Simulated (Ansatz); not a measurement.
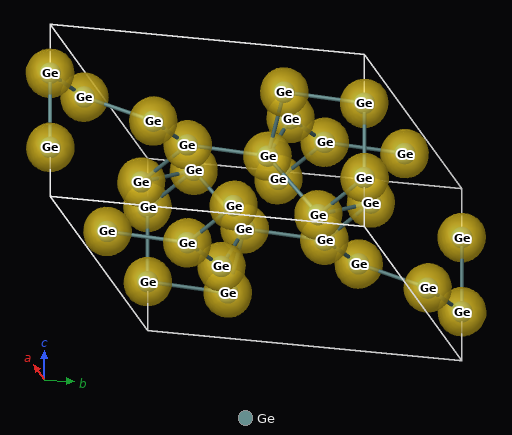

Figure. Ge. Isosurface of the valence charge density (pseudo) at 1 e/Å³ (yellow), seen at an oblique angle. Sticks mark near contacts.

Space group R-3; a structure from a database of computed crystals, not necessarily the ambient phase.

The calculation used DFT PBEsol, scalar-relativistic, plane waves, PAW in Ansatz.

Input file:

```
crystal:
  lattice:
    - [5.0124018495, 2.8939115571, 1.9886385167]
    - [-5.0124018495, 2.8939115571, 1.9886385167]
    - [0.0, -5.7878231142, 1.9886385167]
  atoms:
    - { symbol: Ge, position: [0.714481, 0.714481, 0.714481] }
    - { symbol: Ge, position: [0.285519, 0.285519, 0.285519] }
    - { symbol: Ge, position: [0.02693, 0.721767, 0.530053] }
    - { symbol: Ge, position: [0.530053, 0.02693, 0.721767] }
    - { symbol: Ge, position: [0.721767, 0.530053, 0.02693] }
    - { symbol: Ge, position: [0.97307, 0.278233, 0.469947] }
    - { symbol: Ge, position: [0.469947, 0.97307, 0.278233] }
    - { symbol: Ge, position: [0.278233, 0.469947, 0.97307] }
basis:
  ecutwfc: 420
kpoints:
  mp_grid: { grid: [6, 6, 6] }
hamiltonian:
  xc: pbesol
scf:
  occupations: { method: gaussian, width: 0.1 }
output:
  forces: true
  stress: true
  eigenvalues: true
  write_density: true
  write_potential: true
  elf: true
  volumetric_format: npy
relax:
  adjacent_minimum: "off"
  f_tol: 0.005
  max_steps: 80
  cell: { stress_tol: 0.05 }
```

Run with:

```sh
ansatz run input.yaml --threads 2 --pin off --max-ram 5120MiB --backend cpu --events-out ev --progress --plain --runs-dir out
```

Below, planes, directions and counts refer to the conventional cell (a = 9.85 Å, b = 9.85 Å, c = 5.86 Å, α = 90.00°, β = 90.00°, γ = 120.00°).

The fields are those of the run's last geometry, not of the input's.

What does this surface tell about the bonding?

Answer. At this value the density breaks into separate islands; it holds about 70 % of the electrons treated as valence (semicore included). It bridges none of the near contacts. It is pinched off along the sampled Ge–Ge (2.48 Å) and Ge–Ge (2.53 Å) contacts. On the grid the lowest density along these lines, outside the cores, is 0.47 e/Å³ (Ge–Ge, 2.48 Å) and 0.44 e/Å³ (Ge–Ge, 2.53 Å).

Does the calculation make it a metal, or give it a gap?

Answer. It is metallic or semimetallic at this level of theory: no gap opens.
